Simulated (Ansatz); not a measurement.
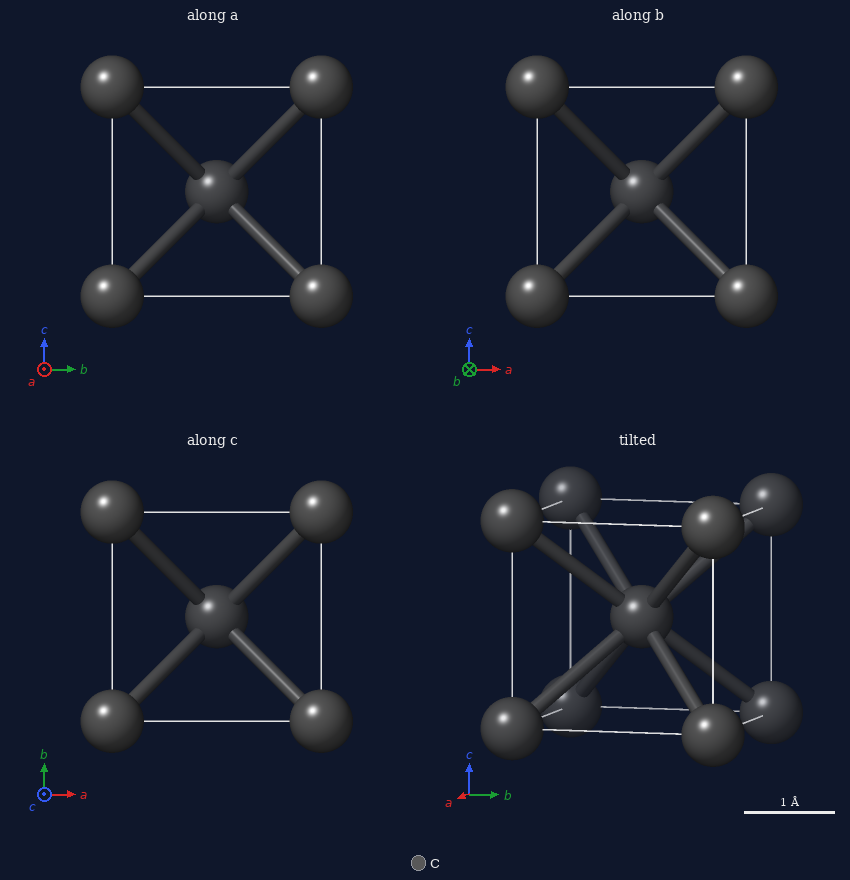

The image is a ball-and-stick drawing of a crystal, viewed along the a axis, along the b axis, along the c axis and slightly off an axis. Lines trace the edges of the conventional unit cell.

Lattice parameters: a = 2.3426 Å, b = 2.3426 Å, c = 2.3426 Å, α = 90.000°, β = 90.000°, γ = 90.000°.

**Set out the cell and atoms as a CIF with its space group and independent sites.**

```cif
data_structure
_symmetry_space_group_name_H-M 'I m -3 m'
_symmetry_Int_Tables_number 229
_cell_length_a 2.3426
_cell_length_b 2.3426
_cell_length_c 2.3426
_cell_angle_alpha 90.000
_cell_angle_beta 90.000
_cell_angle_gamma 90.000
_cell_volume 12.86
loop_
_atom_site_label
_atom_site_type_symbol
_atom_site_symmetry_multiplicity
_atom_site_Wyckoff_symbol
_atom_site_fract_x
_atom_site_fract_y
_atom_site_fract_z
_atom_site_occupancy
C1 C 2 a 0.0000 0.0000 0.0000 1
```

Its origin is a structure type filled with this element by a generator (whether the element takes this form wasn't checked). Earlier steps of the study may have refined or changed the cell and positions. It went into a calculation with Ansatz.
